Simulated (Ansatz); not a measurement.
```
Cu N
1.0
     3.94182    0.00000    0.00000
     0.00000    3.94182    0.00000
     0.00000    0.00000    3.94182
Cu N
3 1
Direct
  0.50000 0.00000 0.00000
  0.00000 0.50000 0.00000
  0.00000 0.00000 0.50000
  0.00000 0.00000 0.00000
```

Space group Pm-3m; changed on purpose from its base cell (equal strain along all axes, cell held, atoms relaxed: +3.0 %); computed pressure about −8 GPa in this cell; computed without spin polarisation.

Theory: Ansatz 0.2.0, DFT PBE, scalar-relativistic, plane waves, PAW.

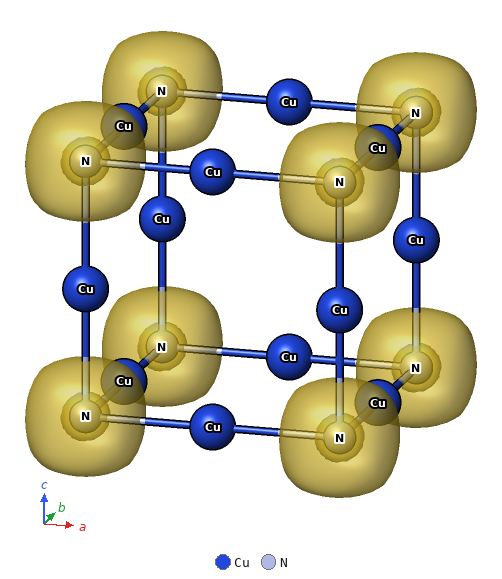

Cu$_{3}$N. Isosurface of the ELF at 0.55 (yellow), seen slightly off an axis. Only the valence region is drawn (cores and ρ < 0.01 e/Å³ removed). Sticks mark near contacts.

Core electrons are frozen (PAW), and the valence fields are smoothed inside the atomic spheres.

> Identify the bonds, lone pairs and shells in this picture.

The ELF exceeds this value in one region wrapped around N (its valence shell), counted in one cell of 4 atoms. Regions shared between cells count once.

Values along the shortest contacts:
Cu–N (1.97 Å): the ELF peaks at about 0.80 in the valence shell of N, 0.6 Å from its nucleus, and is about 0.30 at the midpoint.

> Does the calculation give a band gap?

It is gapped, with a Kohn–Sham gap of 0.50 eV on the k-point mesh (the band edges may lie off the mesh, which would make the gap smaller).
